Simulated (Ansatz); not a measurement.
System: Sc₂Al.

Input

```
crystal:
  lattice:
    - [-1.5847333353, 1.5847333353, 6.3660231044]
    - [1.5847333353, -1.5847333353, 6.3660231044]
    - [1.5847333353, 1.5847333353, -6.3660231044]
  atoms:
    - { symbol: Sc, position: [0.3457036782, 0.3457036782, 0.0] }
    - { symbol: Sc, position: [0.6542963218, 0.6542963218, 0.0] }
    - { symbol: Al, position: [0.0, 0.0, 0.0] }
basis:
  ecutwfc: 420
kpoints:
  mp_grid: { grid: [20, 20, 20] }
  band_path:
    path:
      - [[0.0, 0.0, 0.0], [0.0, 0.0, 0.5], [0.25, 0.25, 0.25], [0.0, 0.5, 0.0], [0.0, 0.0, 0.0], [0.5, 0.5, -0.5], [0.2654923, 0.7345077, -0.2654923]]
      - [[-0.2654923, 0.2654923, 0.2654923], [0.0, 0.0, 0.0]]
      - [[0.0, 0.0, 0.5], [-0.03098461, 0.03098461, 0.5]]
      - [[0.5, 0.5, -0.03098461], [0.5, 0.5, -0.5]]
    npoints: 14
hamiltonian:
  xc: pbesol
scf:
  occupations: { method: gaussian, width: 0.1 }
  n_extra_bands: 7
output:
  forces: true
  stress: true
  eigenvalues: true
  populations: true
  dos: { projected: true, de: 0.02, nscf_kmesh: { grid: [24, 24, 24] } }
  bader: true
  write_density: true
  write_potential: true
  elf: true
  volumetric_format: npy
```

Run with:

```sh
ansatz run input.yaml --threads 1 --pin off --max-ram 2560MiB --backend cpu --events-out ev --progress --plain --runs-dir out
```

Below, planes, directions and counts refer to the conventional cell (a = 3.17 Å, b = 3.17 Å, c = 12.73 Å, α = 90.00°, β = 90.00°, γ = 90.00°).

Space group I4/mmm; a structure generated by program, which may or may not match a known phase; computed pressure about −2 GPa in this cell; computed without spin polarisation.

Theory: DFT PBEsol, scalar-relativistic, plane waves, PAW in Ansatz.

Question: What can the converged valence pseudo-density and electron localisation function tell about the bonding?

Answer: Sc–Sc (3.17 Å): ρ is about 0.12 e/Å³ halfway; the ELF is about 0.15 at the midpoint: no localised pair shows between them.
The ELF has a maximum of about 0.75 in the space between the atoms, 2.0 Å from four Sc atoms, on no atom or two-centre bond.

Question: Does the calculation make it a metal, or give it a gap?

Answer: It is gapless in this calculation (a metal or semimetal).

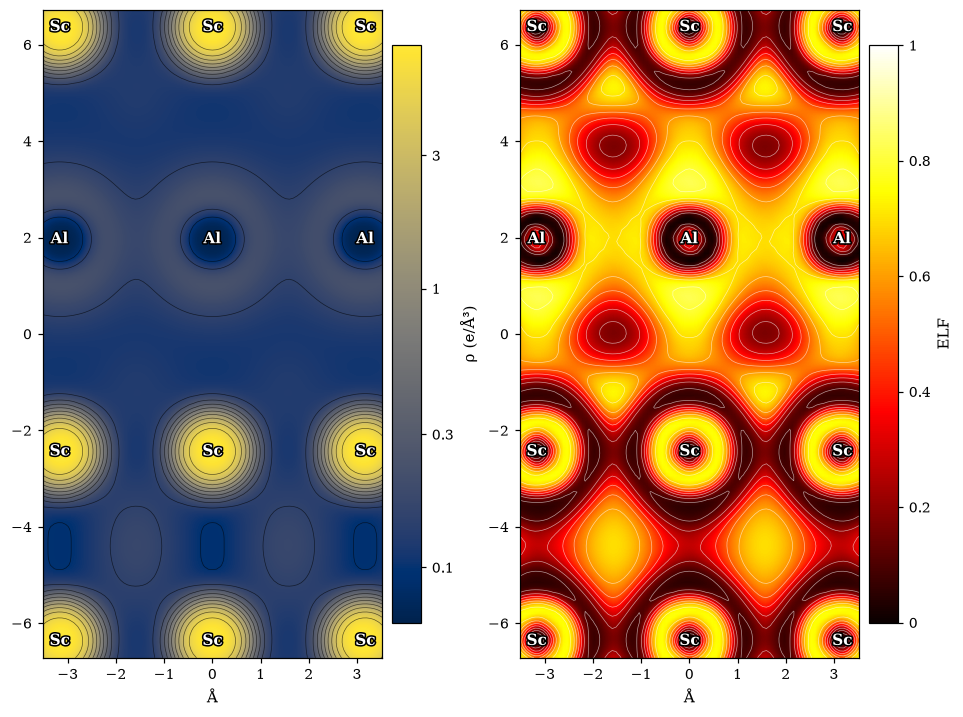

Computed valence pseudo-density and electron localisation function on the (100) plane of the conventional cell, in this order. 

The density is the valence pseudo-density of a PAW calculation; it isn't the true density close to the nuclei.
